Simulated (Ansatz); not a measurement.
## Electronic structure of SnGe$_{2}$ in real space

The calculation's input:

```
crystal:
  lattice:
    - [4.240912218, 0.0, 0.0]
    - [-2.120456109, 3.672737716, 0.0]
    - [0.0, 0.0, 10.3474004617]
  atoms:
    - { symbol: Ge, position: [0.0, 0.0, -0.0127009053] }
    - { symbol: Ge, position: [0.6666666667, 0.3333333333, 0.6789143193] }
    - { symbol: Ge, position: [0.3333333333, 0.6666666667, 0.3340760622] }
    - { symbol: Ge, position: [0.6666666667, 0.3333333333, 0.916525898] }
    - { symbol: Sn, position: [0.3333333333, 0.6666666667, 0.5892189037] }
    - { symbol: Sn, position: [0.0, 0.0, 0.2439657221] }
kpoints:
  mp_grid: { grid: [6, 6, 2] }
  band_path:
    path:
      - [0.0, 0.0, 0.0]
      - [0.5, 0.0, 0.0]
      - [0.3333333333, 0.3333333333, 0.0]
      - [0.0, 0.0, 0.5]
      - [0.5, 0.0, 0.5]
      - [0.3333333333, 0.3333333333, 0.5]
    npoints: 1
hamiltonian:
  xc: hse06
scf:
  occupations: { method: fermi_dirac, width: 0.02 }
  n_extra_bands: 5
output:
  forces: true
  stress: true
  eigenvalues: true
  write_density: true
  write_potential: true
  elf: true
  volumetric_format: npy
```

Launched as:

```sh
ansatz run input.yaml --threads 4 --pin off --max-ram 6451MiB --backend cpu --events-out ev --progress --plain --runs-dir out
```

Below, planes, directions and counts refer to the conventional cell (a = 4.24 Å, b = 4.24 Å, c = 10.35 Å, α = 90.00°, β = 90.00°, γ = 120.00°).

Space group P3m1; started from the ordered alloy on diamond lattice prototype, which need not be the ambient phase.

Theory: Ansatz, DFT, HSE06, plane waves, PAW.

Core electrons are frozen (PAW), and the valence fields are smoothed inside the atomic spheres.

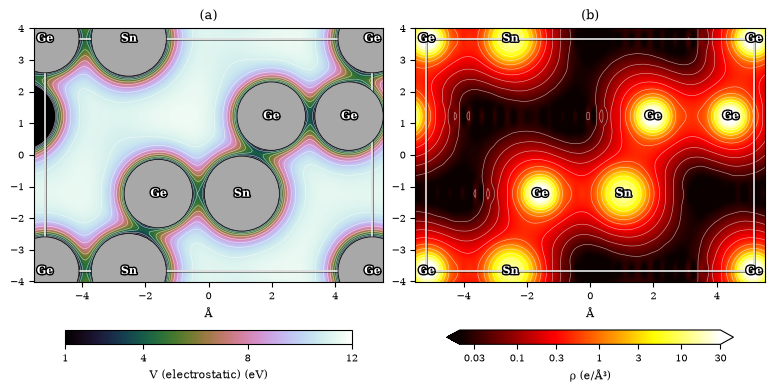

Figure 1. (a) electrostatic potential energy of an electron; (b) valence electron density on the (110) plane of the conventional cell. Grey discs cover the atomic cores in the potential map.

Question: Read the bonding off the picture.

Answer: The section cuts through Ge and Sn sites.
Ge–Ge (2.46 Å): the density is about 0.49 e/Å³ at the midpoint.
Sn–Ge (2.62 Å): ρ at the midpoint is about 0.45 e/Å³.
Ge–Ge (2.56 Å): ρ at the midpoint is about 0.44 e/Å³.
The density dies away to nearly zero in the voids.
Outside the cores the potential energy rises away from the atoms and is highest about 2.6 Å from the nearest atoms; its zero is arbitrary.

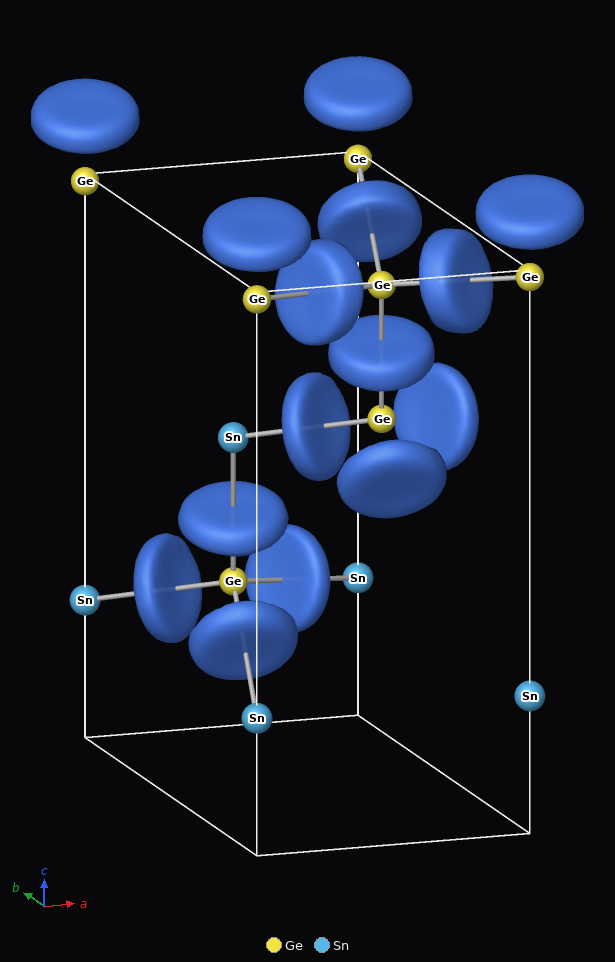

Figure 2. Isosurface of the electron localisation function at 0.6 (blue), seen at an oblique angle. Core shells and regions of very low density are left out. Sticks mark near contacts.

Question: What do the ELF domains correspond to?

Answer: The surface consists of four regions between bonded Ge–Ge atoms (shared pairs) and eight regions between bonded Ge–Sn atoms (shared pairs), counted in one cell of 6 atoms. Regions shared between cells count once. Along the contacts the grid gives the following. Ge–Ge (2.46 Å): the ELF peaks at about 0.80 between the atoms: a shared electron pair. Sn–Ge (2.62 Å): the ELF peaks at about 0.75 between the atoms (a covalent bond).
